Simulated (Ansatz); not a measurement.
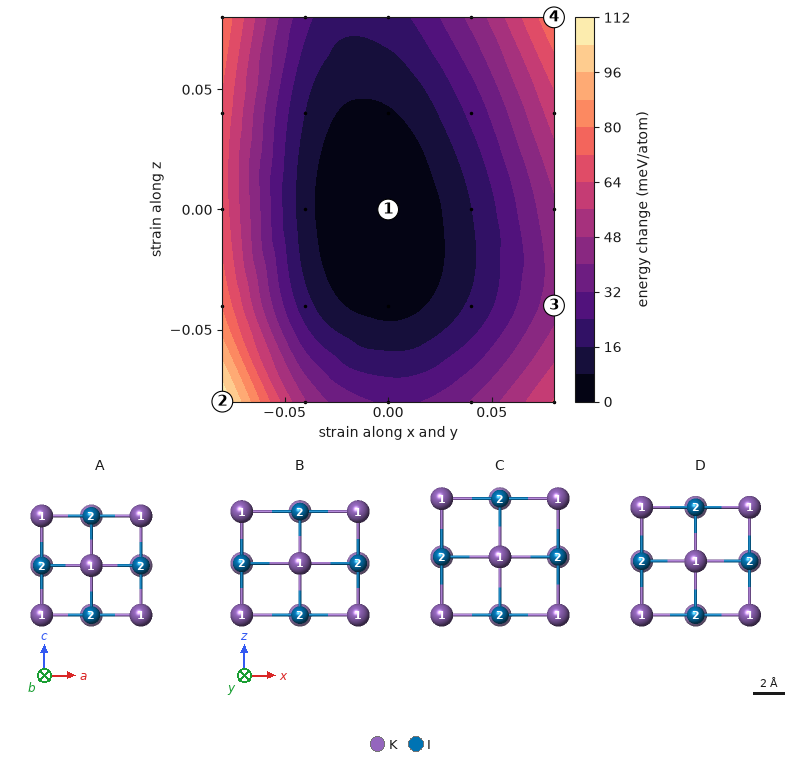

Solid KI (Fm-3m): the cell is strained equally along x and y and separately along z, with the atoms kept at their fractional coordinates. x, y and z are the Cartesian axes of the input. The map is interpolated between the computed points (dots). The frames are shuffled; each belongs to one numbered point. A ball-and-stick model of the conventional cell (4 times the calculation's cell), seen along the b axis. Lengths and directions refer to the drawn axes.

Theory: Ansatz, DFT PBEsol, scalar-relativistic, plane waves, PAW. Settings: plane-wave cutoff 420 eV; k-point mesh 6 × 6 × 6; occupations gaussian; smearing width 0.05 eV; no spin polarisation. Energies (free energies at the smearing named) are counted from the cell as listed in its source, which wasn't relaxed.

### Which frame belongs to which numbered point?

Point 1 is frame D, at (0.000, 0.000) and 0.0 meV/atom; 2 is frame A, at (−0.080, −0.080) and 110.8 meV/atom; 3 is frame B, at (0.080, −0.040) and 45.0 meV/atom; 4 is frame C, at (0.080, 0.080) and 79.1 meV/atom. In pairs of (strain along x and y; strain along z): the lowest computed point lies at (0.000, 0.000) (0.0 meV/atom), the highest at (−0.080, −0.080) (110.8 meV/atom). The valley is tilted: raising the in-plane strain is made harder by raising the strain along z (cross term 0.15 of the geometric mean of the two curvatures). Over the ranges scanned the energy rises more along the first axis, the in-plane strain. The pressure runs from −1.6 GPa at (0.080, 0.080) to 5.0 GPa at (−0.080, −0.080).
